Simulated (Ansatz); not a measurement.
# Mo₁₆HS₃₂ (charge +1): single-point calculation (part 2 of 2)

The same run, continued: Mo₁₆HS₃₂ (defect cell, 49 atoms in the cell, total charge +1); DFT PBE, scalar-relativistic, plane waves, PAW, spin-polarised (Ansatz 0.2.0); cutoff 420 eV, 1×1×1 k-mesh, Gaussian smearing of 0.05 eV, collinear spins. The structure derives from a Materials Project entry.

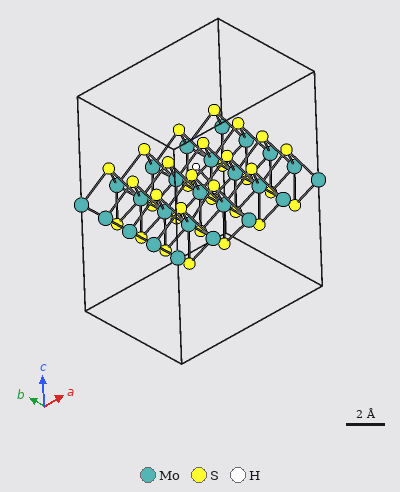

The structure (ball-and-stick view of the cell of the calculation, with the vacuum cut short, seen slightly off an axis). An atom can appear more than once, as a periodic image.

Output, continued
```
--- Forces (eV/Å), atoms counted from 1 ---
  atom   1  Mo    -0.03166175     0.05972993    -0.09211981
  atom   2  Mo     0.01427435    -0.00761934    -0.01163117
  atom   3  Mo    -0.03617265     0.01615637     0.00563222
  atom   4  Mo     0.04733382    -0.02759657    -0.01353662
  atom   5  Mo     0.15760409     0.04670264    -0.01116990
  atom   6  Mo     0.19732730    -0.11492579    -1.11071645
  atom   7  Mo     0.03827200    -0.15893909    -0.01073965
  atom   8  Mo    -0.01973975     0.01347422    -0.00703105
  atom   9  Mo     0.03798728     0.01440360    -0.15955805
  atom  10  Mo     0.00701530    -0.04100732    -0.15945189
  atom  11  Mo    -0.06513681    -0.00476637    -0.09177865
  atom  12  Mo     0.00601427    -0.00375242     0.03154400
  atom  13  Mo    -0.03165066     0.02249436     0.00541295
  atom  14  Mo    -0.14593734    -0.21737914     0.09571751
  atom  15  Mo     0.12099137     0.23387094     0.09639764
  atom  16  Mo    -0.02113783     0.01075618    -0.00724909
  atom  17  S      0.00752966    -0.01265895     0.03274391
  atom  18  S      0.01418052    -0.00027472     0.03287907
  atom  19  S      0.00647462    -0.00372275     0.02888518
  atom  20  S     -0.02033190    -0.01457080     0.04037496
  atom  21  S      0.05960442     0.09765596     0.08592227
  atom  22  S     -0.05461373    -0.10041635     0.08571226
  atom  23  S      0.00233239     0.02482825     0.04045358
  atom  24  S      0.00394223    -0.01007604     0.00660968
  atom  25  S     -0.02106250     0.01205756     0.05437198
  atom  26  S      0.01067569     0.00153665     0.00666083
  atom  27  S      0.01385140     0.01184608     0.02278036
  atom  28  S     -0.00322850    -0.01788415     0.02306894
  atom  29  S      0.05407086    -0.00188434    -0.00861989
  atom  30  S      0.02224920    -0.01227646     0.01262414
  atom  31  S      0.02855708    -0.04617646    -0.00901119
  atom  32  S      0.00140398    -0.00086581     0.01794942
  atom  33  S     -0.00783541    -0.01312676    -0.01519594
  atom  34  S      0.03900761    -0.03897526    -0.01545458
  atom  35  S      0.02960667    -0.04429913    -0.01264397
  atom  36  S     -0.11567405     0.05096474     0.20181216
  atom  37  S     -0.10190587     0.07493471     0.20170725
  atom  38  S     -0.00818479    -0.01861847    -0.03393148
  atom  39  S      0.01216608     0.01626468    -0.03383795
  atom  40  S     -0.02699090     0.01563023    -0.01353874
  atom  41  S     -0.01623710     0.02319864     0.07779940
  atom  42  S      0.00366019    -0.00225914    -0.02142762
  atom  43  S      0.05199259    -0.01252423    -0.01314901
  atom  44  S      0.00788929     0.01308671    -0.01532511
  atom  45  S      0.31113539    -0.18026734     0.34858193
  atom  46  S      0.05290405    -0.00381348    -0.01293157
  atom  47  S     -0.00003905     0.00021858    -0.03340727
  atom  48  S     -0.02807848     0.00228572     0.07770797
  atom  49  H     -0.60442543     0.34857477     0.28006795
  max |Σ_I F_I| component: 3.91e-5 eV/Å
--- Band table (eV) ---
  k-point 0 ↑: bands = ["-61.9093", "-61.7209", "-61.7112", "-61.6719", "-61.6703", "-61.6564", "-61.6505", "-61.6458", "-61.6383", "-61.6362", "-61.6287", "-61.6251", "-61.6157", "-61.6042", "-61.6030", "-61.6028", "-36.1263", "-36.0995", "-35.9939", "-35.9842", "-35.9457", "-35.9216", "-35.9187", "-35.9150", "-35.9087", "-35.9033", "-35.8536", "-35.8480", "-35.8324", "-35.8307", "-35.8062", "-35.8013", "-35.7953", "-35.7923", "-35.7863", "-35.7851", "-35.7797", "-35.7729", "-35.7659", "-35.7616",
      "-35.7584", "-35.7550", "-35.7542", "-35.7477", "-35.7473", "-35.7427", "-35.7360", "-35.7286", "-35.7181", "-35.7156", "-35.7035", "-35.7005", "-35.6984", "-35.6976", "-35.6966", "-35.6959", "-35.6695", "-35.6602", "-35.6548", "-35.6400", "-35.6354", "-35.6338", "-35.5973", "-35.5954", "-15.0893", "-14.6296", "-14.0921", "-14.0796", "-14.0547", "-14.0431", "-14.0157", "-13.8035", "-13.5024", "-13.2817", "-13.2606", "-13.2404", "-13.2194", "-13.1890", "-13.1762", "-13.0988",
      "-13.0691", "-13.0532", "-13.0278", "-13.0273", "-13.0000", "-12.9982", "-12.9933", "-12.9404", "-12.8817", "-12.8425", "-12.8410", "-12.7942", "-12.7860", "-12.7839", "-12.7835", "-12.7719", "-7.7111", "-6.5628", "-6.5498", "-6.5021", "-6.3073", "-5.9630", "-5.9155", "-5.8914", "-5.8863", "-5.8795", "-5.8636", "-5.7969", "-5.7804", "-5.7661", "-5.7615", "-5.7522", "-5.7348", "-5.7169", "-5.7027", "-5.6976", "-5.6835", "-5.6832", "-5.5920", "-5.5737",
      "-5.5616", "-5.3371", "-4.8787", "-4.8368", "-4.7705", "-4.6489", "-4.6064", "-4.5922", "-4.5897", "-4.5764", "-4.5444", "-4.4589", "-4.4263", "-4.3963", "-4.3763", "-4.3749", "-4.3717", "-4.3611", "-4.3584", "-4.3477", "-4.3431", "-4.3204", "-4.1234", "-4.0836", "-4.0288", "-4.0263", "-4.0021", "-3.9882", "-3.9643", "-3.9534", "-3.9502", "-3.8098", "-3.7430", "-3.6992", "-3.6862", "-3.6818", "-3.6809", "-3.4302", "-3.4135", "-3.3529",
      "-3.3279", "-3.3031", "-3.2847", "-3.2770", "-3.2730", "-3.2532", "-2.7148", "-2.6807", "-2.6289", "-2.6255", "-2.5917", "-2.5849", "-2.5765", "-2.5765", "-2.5673", "-2.4827", "-2.4496", "-2.4370", "-2.4180", "-2.3888", "-2.3814", "-2.3294", "-2.3077", "-2.2033", "-2.1280", "-2.0954", "-2.0944", "-2.0867", "-2.0545", "-1.8464", "-1.8051", "-1.7792", "-1.5931", "-1.5410", "-1.5391", "-1.5021", "-1.4998", "-1.4830", "-1.4272", "-1.4193",
      "-1.4134", "-1.4095", "-1.3531", "-1.3173", "-1.3078", "-1.3014", "-1.2933", "-0.8039", "-0.0033", "1.1770", "1.2223", "1.3517", "1.3544", "1.3692", "1.3762", "1.3961", "1.4046", "1.4058", "1.4112", "1.4128", "1.4218", "1.4269", "1.4298", "1.5018", "1.5058", "1.5257", "1.5637", "1.5695", "1.5730", "1.7386", "1.9156", "1.9158", "1.9249", "1.9546", "1.9651", "1.9775", "1.9948", "2.0152", "2.0250", "2.0294",
      "2.0669", "2.0867", "2.0996", "2.1155", "2.1221", "2.1239", "2.1842", "2.1908", "2.2408", "2.2807", "2.3173", "2.3192", "2.3309", "2.3411", "2.8233", "2.9044", "2.9628", "2.9755"]
  k-point 0 ↓: bands = ["-61.9093", "-61.7209", "-61.7112", "-61.6719", "-61.6703", "-61.6564", "-61.6505", "-61.6458", "-61.6383", "-61.6362", "-61.6287", "-61.6251", "-61.6157", "-61.6042", "-61.6030", "-61.6028", "-36.1262", "-36.0995", "-35.9939", "-35.9841", "-35.9457", "-35.9216", "-35.9187", "-35.9150", "-35.9087", "-35.9033", "-35.8536", "-35.8480", "-35.8324", "-35.8307", "-35.8062", "-35.8013", "-35.7953", "-35.7923", "-35.7863", "-35.7851", "-35.7797", "-35.7729", "-35.7659", "-35.7616",
      "-35.7584", "-35.7550", "-35.7542", "-35.7477", "-35.7473", "-35.7427", "-35.7360", "-35.7286", "-35.7181", "-35.7156", "-35.7035", "-35.7005", "-35.6984", "-35.6976", "-35.6966", "-35.6959", "-35.6695", "-35.6602", "-35.6548", "-35.6400", "-35.6354", "-35.6338", "-35.5973", "-35.5954", "-15.0893", "-14.6296", "-14.0921", "-14.0796", "-14.0547", "-14.0431", "-14.0157", "-13.8035", "-13.5024", "-13.2817", "-13.2606", "-13.2404", "-13.2194", "-13.1890", "-13.1762", "-13.0988",
      "-13.0692", "-13.0532", "-13.0278", "-13.0273", "-13.0000", "-12.9982", "-12.9933", "-12.9404", "-12.8817", "-12.8425", "-12.8410", "-12.7942", "-12.7860", "-12.7839", "-12.7835", "-12.7719", "-7.7111", "-6.5628", "-6.5498", "-6.5021", "-6.3073", "-5.9630", "-5.9155", "-5.8914", "-5.8863", "-5.8795", "-5.8636", "-5.7969", "-5.7804", "-5.7661", "-5.7615", "-5.7522", "-5.7348", "-5.7169", "-5.7027", "-5.6976", "-5.6835", "-5.6832", "-5.5920", "-5.5737",
      "-5.5616", "-5.3371", "-4.8787", "-4.8368", "-4.7705", "-4.6489", "-4.6064", "-4.5922", "-4.5897", "-4.5764", "-4.5444", "-4.4589", "-4.4263", "-4.3963", "-4.3763", "-4.3749", "-4.3717", "-4.3611", "-4.3584", "-4.3477", "-4.3431", "-4.3204", "-4.1234", "-4.0836", "-4.0288", "-4.0263", "-4.0021", "-3.9882", "-3.9643", "-3.9534", "-3.9502", "-3.8098", "-3.7430", "-3.6992", "-3.6862", "-3.6818", "-3.6809", "-3.4302", "-3.4135", "-3.3529",
      "-3.3279", "-3.3031", "-3.2847", "-3.2770", "-3.2730", "-3.2532", "-2.7148", "-2.6807", "-2.6289", "-2.6255", "-2.5917", "-2.5850", "-2.5765", "-2.5765", "-2.5673", "-2.4827", "-2.4496", "-2.4370", "-2.4180", "-2.3888", "-2.3814", "-2.3294", "-2.3077", "-2.2033", "-2.1280", "-2.0954", "-2.0944", "-2.0867", "-2.0545", "-1.8464", "-1.8051", "-1.7792", "-1.5931", "-1.5410", "-1.5391", "-1.5021", "-1.4998", "-1.4830", "-1.4272", "-1.4193",
      "-1.4134", "-1.4095", "-1.3531", "-1.3173", "-1.3078", "-1.3014", "-1.2933", "-0.8039", "-0.0033", "1.1770", "1.2223", "1.3517", "1.3544", "1.3692", "1.3762", "1.3961", "1.4046", "1.4058", "1.4112", "1.4128", "1.4218", "1.4269", "1.4298", "1.5018", "1.5058", "1.5257", "1.5637", "1.5695", "1.5730", "1.7386", "1.9156", "1.9158", "1.9249", "1.9546", "1.9651", "1.9775", "1.9948", "2.0152", "2.0250", "2.0294",
      "2.0669", "2.0867", "2.0996", "2.1155", "2.1221", "2.1239", "2.1842", "2.1908", "2.2408", "2.2807", "2.3173", "2.3192", "2.3309", "2.3411", "2.8233", "2.9044", "2.9628", "2.9755"]
--- Löwdin populations: 49 sites ---
  site symbol       q [e]    m [muB]
     0     Mo     13.6548     0.0000
     1     Mo     13.6546     0.0000
     2     Mo     13.6548     0.0000
     3     Mo     13.6554     0.0000
     4     Mo     13.6629    -0.0000
     5     Mo     13.6493     0.0000
     6     Mo     13.6629    -0.0000
     7     Mo     13.6578     0.0000
     8     Mo     13.6568    -0.0000
     9     Mo     13.6567    -0.0000
    10     Mo     13.6549     0.0000
    11     Mo     13.6632     0.0000
    12     Mo     13.6548     0.0000
    13     Mo     13.6764    -0.0000
    14     Mo     13.6764    -0.0000
    15     Mo     13.6578     0.0000
    16      S      6.0429    -0.0000
    17      S      6.0429    -0.0000
    18      S      6.0399    -0.0000
    19      S      6.0455    -0.0000
    20      S      6.0189    -0.0000
    21      S      6.0189    -0.0000
    22      S      6.0455    -0.0000
    23      S      6.0399    -0.0000
    24      S      6.0478     0.0000
    25      S      6.0399    -0.0000
    26      S      6.0359    -0.0000
    27      S      6.0359    -0.0000
    28      S      6.0344     0.0000
    29      S      6.0384    -0.0000
    30      S      6.0343     0.0000
    31      S      6.0431    -0.0000
    32      S      6.0454    -0.0000
    33      S      6.0674    -0.0000
    34      S      6.0541     0.0000
    35      S      6.0456    -0.0000
    36      S      6.0456    -0.0000
    37      S      6.0465    -0.0000
    38      S      6.0465    -0.0000
    39      S      6.0439     0.0000
    40      S      6.0367    -0.0000
    41      S      6.0477    -0.0000
    42      S      6.0676    -0.0000
    43      S      6.0454    -0.0000
    44      S      5.9712     0.0000
    45      S      6.0541     0.0000
    46      S      6.0435    -0.0000
    47      S      6.0367    -0.0000
    48      H      0.8183    -0.0000
  spilling = 0.008005 (of n_electrons = 416.000000)
--- Bader charges: 49 sites ---
  site symbol  charge [e]  shift [e]    m [muB]
     0     Mo      1.2468     0.0020     0.0000
     1     Mo      1.2468     0.0019     0.0000
     2     Mo      1.2477     0.0019     0.0000
     3     Mo      1.2476     0.0019     0.0000
     4     Mo      1.2386     0.0019     0.0000
     5     Mo      1.1991     0.0019     0.0000
     6     Mo      1.2385     0.0019     0.0000
     7     Mo      1.2443     0.0019     0.0000
     8     Mo      1.2446     0.0019     0.0000
     9     Mo      1.2447     0.0019     0.0000
    10     Mo      1.2469     0.0020     0.0000
    11     Mo      1.2390     0.0019     0.0000
    12     Mo      1.2477     0.0019     0.0000
    13     Mo      1.2159     0.0018     0.0000
    14     Mo      1.2159     0.0018     0.0000
    15     Mo      1.2444     0.0019     0.0000
    16      S     -0.5948     0.0010     0.0000
    17      S     -0.5949     0.0010     0.0000
    18      S     -0.5942     0.0010     0.0000
    19      S     -0.5982     0.0010     0.0000
    20      S     -0.5784     0.0010     0.0000
    21      S     -0.5784     0.0010     0.0000
    22      S     -0.5982     0.0010     0.0000
    23      S     -0.5947     0.0010     0.0000
    24      S     -0.5975     0.0010     0.0000
    25      S     -0.5947     0.0010     0.0000
    26      S     -0.5880     0.0010     0.0000
    27      S     -0.5879     0.0010     0.0000
    28      S     -0.5893     0.0010     0.0000
    29      S     -0.6073     0.0010     0.0000
    30      S     -0.5892     0.0010     0.0000
    31      S     -0.5963     0.0010     0.0000
    32      S     -0.5979     0.0010     0.0000
    33      S     -0.6233     0.0010     0.0000
    34      S     -0.6039     0.0010     0.0000
    35      S     -0.6019     0.0010     0.0000
    36      S     -0.6019     0.0010     0.0000
    37      S     -0.5983     0.0010     0.0000
    38      S     -0.5983     0.0010     0.0000
    39      S     -0.5958     0.0010     0.0000
    40      S     -0.5924     0.0010     0.0000
    41      S     -0.6002     0.0010     0.0000
    42      S     -0.6233     0.0010     0.0000
    43      S     -0.5979     0.0010     0.0000
    44      S     -0.4462     0.0051     0.0000
    45      S     -0.6039     0.0010     0.0000
    46      S     -0.5970     0.0010     0.0000
    47      S     -0.5924     0.0010     0.0000
    48      H      0.1479     0.0055     0.0000
  estimated error of the sums over rays = 4.1e-4 e
```

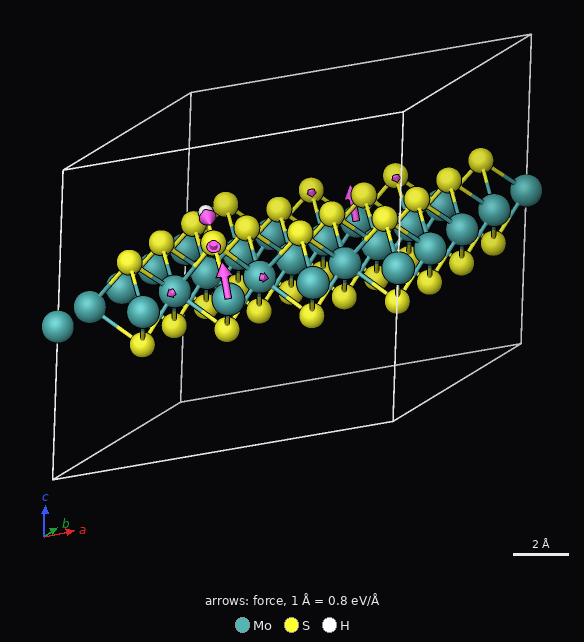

Forces on the atoms as pink arrows (ball-and-stick view of the cell of the calculation, with the vacuum cut short, seen slightly off an axis); the smallest are left out. The largest act on Mo6 (1.13 eV/Å); H49 (0.75 eV/Å); S45 (0.50 eV/Å). Atoms are counted from 1 in the order of the input and aren't labelled in the picture. The geometry is not a stationary point of this energy.

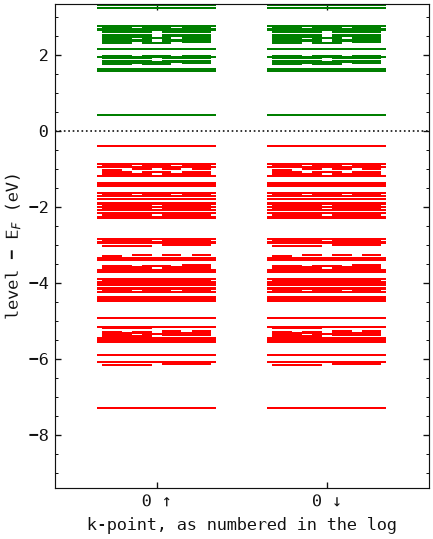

Kohn–Sham levels near the Fermi level (dotted) at the few k-points that the log prints; levels within 0.02 eV of each other stand side by side. Among these points the highest filled and lowest empty levels are 0.80 eV apart, which is the gap on the mesh.

Results in brief

```csv
quantity,value
outcome,converged
electrons treated,416
free energy,−108220.5216 eV
Fermi energy,−0.404 eV
gap on the k-point mesh,0.80 eV
net moment of the cell,0.00 μB
integrated absolute moment,0.00 μB
largest force (length of the vector),1.134 eV/Å
hardware,"4 threads of Arm Neoverse V1, 24 GiB of memory available, shared host"
wall time,5.2 min (CPU time 21 min)
peak memory,3.7 GiB
```

Warnings of the run: some starting moments were not kept. The cell is charged and computed with a neutralising background, so its energy and pressure depend on the cell and aren't those of a real crystal.
